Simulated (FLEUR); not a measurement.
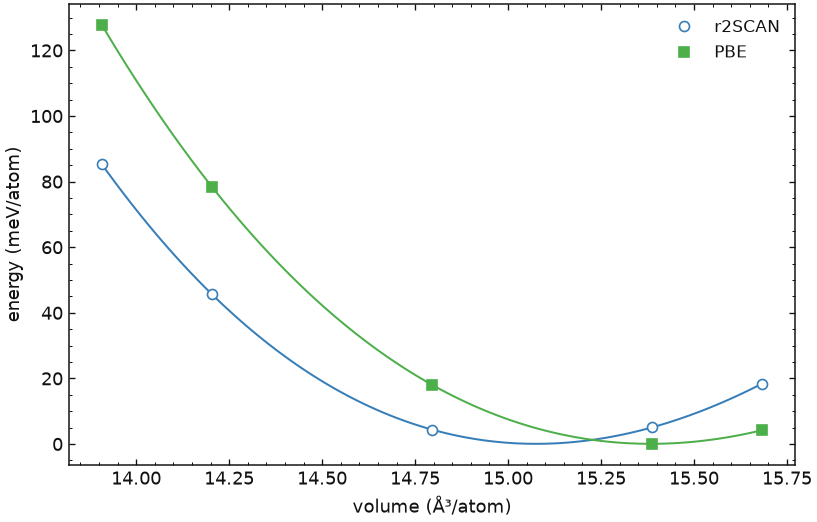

The plot gives the computed energy against volume, with one curve for each functional, for TiPt₃ (space group Pm-3m).

Computed with FLEUR MaX-R8.1 (later development tree): all-electron LAPW DFT, no spin polarisation; energies at scaled volumes of the given cell, shape and fractions fixed, counted from the fit's minimum, third-order Birch-Murnaghan fit. All runs: no spin polarisation.

```csv
setting,value
k mesh,7×7×7
occupations,Fermi–Dirac
smearing width,0.05 eV
potentials,all electron
```

> Order the curves by fitted equilibrium volume, smallest first.

r2SCAN 15.075, PBE 15.384 Å³/atom.

> Order the curves by fitted bulk modulus, smallest first.

PBE 237.4, r2SCAN 258.7 GPa.

Limits of the calculation: spin-orbit coupling left out, heavy elements.
